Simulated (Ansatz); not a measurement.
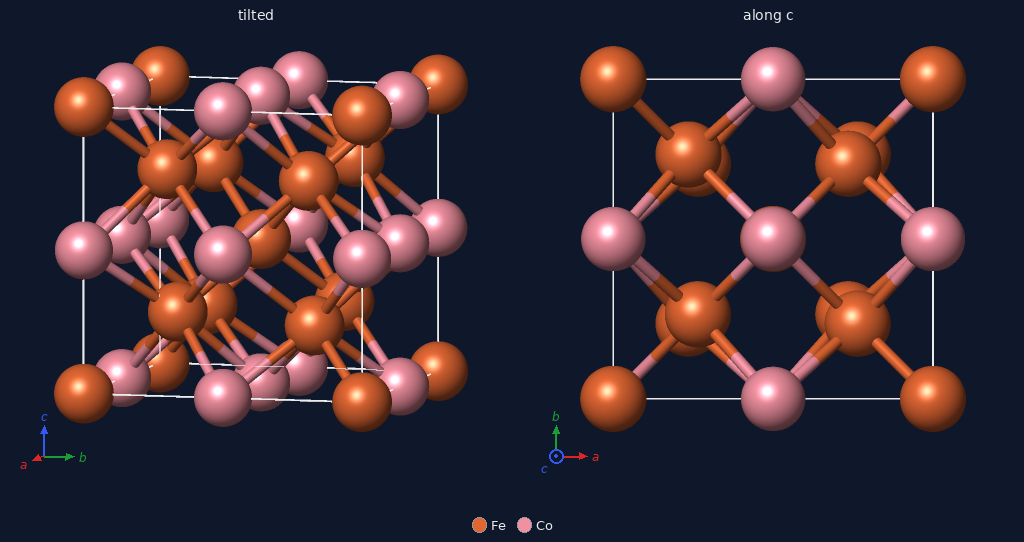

A ball-and-stick rendering, viewed slightly off an axis and along the c axis. The outline marks the conventional unit cell. Cell: a = 5.44 Å, b = 5.44 Å, c = 5.44 Å, α = 90.00°, β = 90.00°, γ = 90.00°.

It derives from a structure listed in the Materials Project. The cell was then strained or its atoms displaced on purpose. A calculation with Ansatz used it as input.

**Describe the crystal.**

The material is Fe5Co3. The structure has I-43m (No. 217) symmetry and a body-centred cubic lattice. Cell content 10 Fe, 6 Co; Z = 2. Taking every contact within bonding distance, one finds Fe 4 to 7 (mean 6.4) and Co 8. Not all metal-metal contacts are counted.

Computational set-up: Ansatz 0.2.0, DFT PBE, scalar-relativistic, plane waves, PAW, plane waves up to 420 eV, k-points about 0.16 Å⁻¹ apart, Gaussian smearing of 0.1 eV, collinear spins.

**Which atoms carry magnetic moments in this run, and how do they order?**

The state reached is ferromagnetic. Sizes: Fe 2.0 to 2.5 μB and Co 1.8 μB; net moment 17.0 μB in the run's cell of 8 atoms.

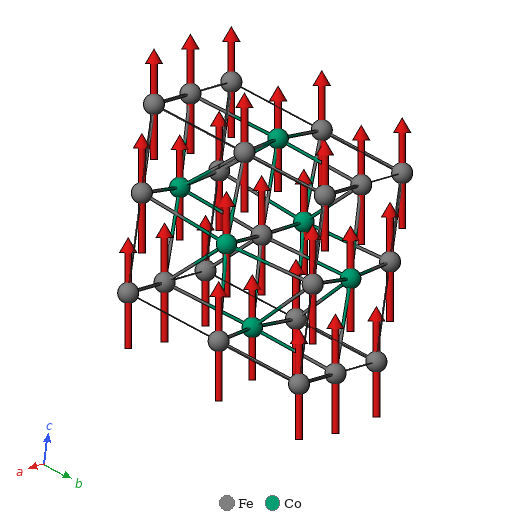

Site moments above 0.25 μB as arrows, small induced ones on non-metal atoms left out (red along the largest or up, blue against, purple across). The run's cell of 8 atoms is drawn, so axes and origin can differ from the first picture.

**Does it come out as a metal, or with a gap?**

A metal: bands cross the Fermi level.

**Is this an equilibrium geometry for the method given?**

No. The largest force is 1.81 eV/Å, on Fe. The pressure is 37.9 GPa, so the cell would expand.

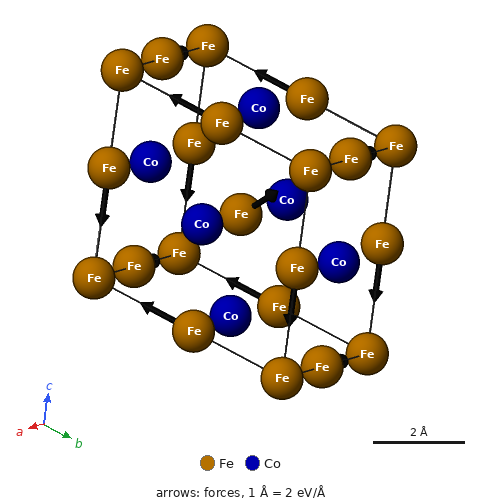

The forces as arrows. The run's cell of 8 atoms is drawn, so axes and origin can differ from the first picture.
